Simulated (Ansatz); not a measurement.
This input was run:

```
crystal:
  lattice:
    - [3.2289953186, 0.0, 0.0]
    - [-1.6144976593, 4.2518641777, 0.0]
    - [0.0, 0.0, 25.9603147269]
  atoms:
    - { symbol: Si, position: [0.4415343575, 0.8830292583, 0.2927221327] }
    - { symbol: W, position: [0.1511740543, 0.3024471734, 0.3305026765] }
    - { symbol: Si, position: [0.8616772488, 0.7235325137, 0.3640155602] }
    - { symbol: Si, position: [0.5756316809, 0.1512118346, 0.4033864343] }
    - { symbol: W, position: [0.2897664548, 0.5795565874, 0.4432309299] }
    - { symbol: Si, position: [0.0033008225, 0.006554659, 0.4805946703] }
    - { symbol: Si, position: [0.7176169334, 0.4352812834, 0.5194053449] }
    - { symbol: W, position: [0.4311513976, 0.8622784632, 0.5567689252] }
    - { symbol: Si, position: [0.1452874157, 0.290626833, 0.5966136253] }
    - { symbol: Si, position: [0.8592401301, 0.7183020229, 0.6359845403] }
    - { symbol: W, position: [0.5697459105, 0.1393930104, 0.669497333] }
    - { symbol: Si, position: [0.2793836735, 0.55880652, 0.7072778274] }
basis:
  ecutwfc: 420
kpoints:
  mp_grid: { grid: [11, 8, 1] }
  band_path:
    path: [[0.5, 0, 0], [0, 0, 0], [0, 0.5, 0], [0.5, 0.5, 0], [0, 0, 0]]
    npoints: 12
hamiltonian:
  xc: pbe
scf:
  occupations: { method: gaussian, width: 0.1 }
  n_extra_bands: 60
output:
  forces: true
  eigenvalues: true
  populations: true
  fatbands: true
  write_density: true
  write_potential: true
  elf: true
  volumetric_format: npy
magnetization:
  noncollinear: true
  spin_orbit: true
efield:
  axis: 3
  dipole_correction: true
  ramp_width: 0.04
```

Launched with:
```bash
ansatz run input.yaml --threads 2 --pin off --max-ram 5632MiB --backend cpu --events-out ev --progress --plain --runs-dir out
```

What will the band structure look like? The path is X–Γ–Y–S–Γ.

A metal: 6 spinor bands cross the Fermi level along this path (the two partners of a degenerate pair count as two). The last band that the electron count would fill rises to 0.28 eV above the Fermi level at Γ, leaving holes there, and the next band dips to 0.51 eV below it between X and Γ, holding electrons: an overlap of 0.79 eV. At X the nearest levels lie 0.20 eV below and 0.07 eV above the Fermi level.

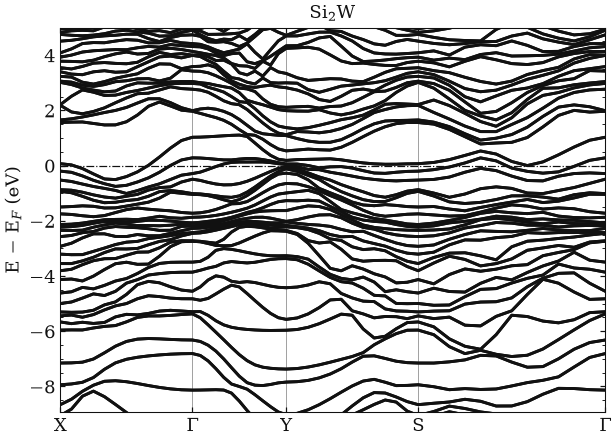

Band structure. Energies are counted from the Fermi level.
